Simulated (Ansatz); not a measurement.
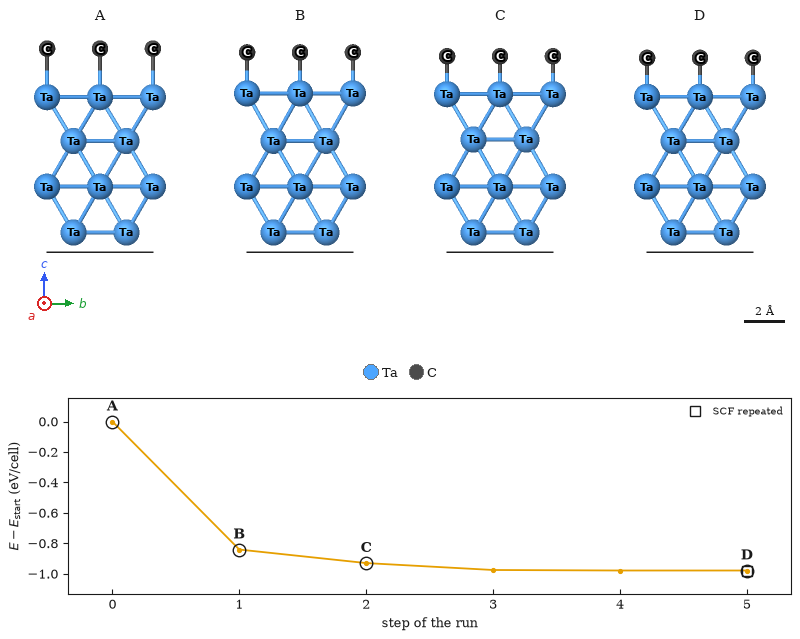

Frames of a constrained relaxation of a slab of composition Ta4C (cut from the Im-3m phase), marked on the history of the run. A ball-and-stick model of the 2 × 2 repeat of the cell, outlined in the plane, without the vacuum, seen along the a axis.

Case: C put at a top Ta site. The slab is the (1 1 0) face of Ta with C on it. 2 atoms are held fixed.

These are results of DFT PBEsol, scalar-relativistic, plane waves, PAW (Ansatz), not measurements.

The input:
```yaml
crystal:
  lattice:
    - [2.8410132457, 0.0, 0.0]
    - [-0.9470044152, 2.6785329753, 0.0]
    - [0.0, 0.0, 25.9590328043]
  atoms:
    - { symbol: Ta, position: [0.5, 0.5, 0.3274390099] }
    - { symbol: Ta, position: [0.0, 0.0, 0.416798179] }
    - { symbol: Ta, position: [0.5, 0.5, 0.505847021] }
    - { symbol: Ta, position: [0.0, 0.0, 0.5912936051] }
    - { symbol: C, position: [0.0, 0.0, 0.6860583068] }
basis:
  ecutwfc: 420
kpoints:
  mp_grid: { grid: [11, 11, 1] }
hamiltonian:
  xc: pbesol
scf:
  occupations: { method: gaussian, width: 0.1 }
output:
  forces: true
  eigenvalues: true
  write_density: true
  write_potential: true
  elf: true
  volumetric_format: npy
relax:
  adjacent_minimum: "off"
  f_tol: 0.03
  max_steps: 70
  constraints: [{ sites: [0, 1] }]
efield:
  axis: 3
  dipole_correction: true
  ramp_width: 0.04
```

Run as
```bash
ansatz run input.yaml --threads 1 --pin off --max-ram 2560MiB --backend cpu --events-out ev --progress --plain --runs-dir out
```

Describe the path.

The atom that moves furthest is C5 (0.47 Å along the normal (−c)). Largest moves by element: C 0.47 Å, Ta 0.02 Å. The cell doesn't change. Some distances before and after: Ta4–C5 2.460 → 1.969 Å, Ta3–Ta4 2.759 → 2.775 Å, Ta3–Ta4 (another image) 3.210 → 3.223 Å. Over 4 accepted moves (5 points after the start) the energy falls by 0.978 eV per cell of the calculation. Largest force component: 3 eV/Å at the start, 0.0075 eV/Å at the end. 1 step only repeated the SCF at the same geometry. From step 0 to 1: Ta and C atoms move most (0.19 Å), energy −0.841 eV per cell of the calculation. From step 1 to 2: C5 moves most (0.19 Å), energy −88.8 meV per cell of the calculation. From step 2 to 5: Ta4 moves most (0.13 Å), energy −48.8 meV per cell of the calculation.

```csv
step,"E − E(0), meV/atom","largest force component, eV/Å",note
0,0.00,2.9733,
1,-168.10,1.2558,
2,-185.86,1.3925,
3,-194.94,0.2572,
4,-195.61,0.0074,
5,-195.61,0.0075,"same geometry, SCF repeated"
```

Limits of the set-up: the periodic images lie only 2.8 Å apart, so the values are limited by the cell's size.
